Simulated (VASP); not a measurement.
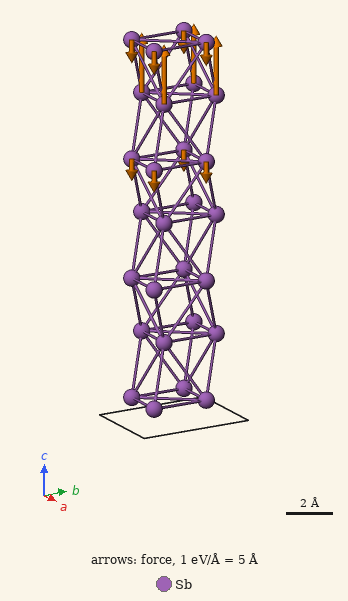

Starting geometry of a slab of composition Sb with the computed forces as orange arrows. A ball-and-stick model of the 2 × 2 repeat of the cell, outlined in the plane, without the vacuum, seen slightly off an axis.

The run lets the atoms move in a fixed cell. 3 atoms are held fixed.

The calculation used Kohn-Sham DFT of a periodic cell, RPBE, VASP PAW PBE potentials, recommended in VASP 6.6.1.

Input
```
SYSTEM = Sb
  PREC = Accurate
  ENCUT = 520
  EDIFF = 1E-6
  ISMEAR = 0
  SIGMA = 0.05
  LREAL = .False.
  LASPH = .True.
  NELM = 60
  ALGO = Fast
  ISIF = 2
  LWAVE = .False.
  LCHARG = .False.
  LDIPOL = .True.
  IDIPOL = 3
  DIPOL = 0.5 0.5 0.500
  GGA = RP
  IBRION = 2
  NSW = 60
  EDIFFG = -0.01
```

Run as
```bash
cat potpaw_PBE.64/Sb/POTCAR > POTCAR
mpirun -np 1 vasp_std > vasp.out
```

Question: What follows when this structure is relaxed?

Answer: It isn't relaxed: the largest force vector, on a Sb atom, is 0.54 eV/Å. The final displacements follow the starting forces only in part (cosine between the two patterns 0.53). After 24 geometry steps the energy has fallen by 92.2 meV per cell of the calculation. Largest force component: 0.54 eV/Å at the start, 0.38 eV/Å at the end. The largest move is that of a Sb atom, 0.52 Å along the normal (+c). The cell stays as it was. Some distances before and after: Sb–Sb 3.299 → 3.673 Å, Sb–Sb 3.299 → 3.121 Å, Sb–Sb 3.299 → 3.423 Å, Sb–Sb 3.299 → 3.235 Å. It ran on 1 thread of Intel(R) Xeon(R) Platinum 8259CL CPU @ 2.50GHz (Skylake/Cascade Lake), with other jobs on the host.
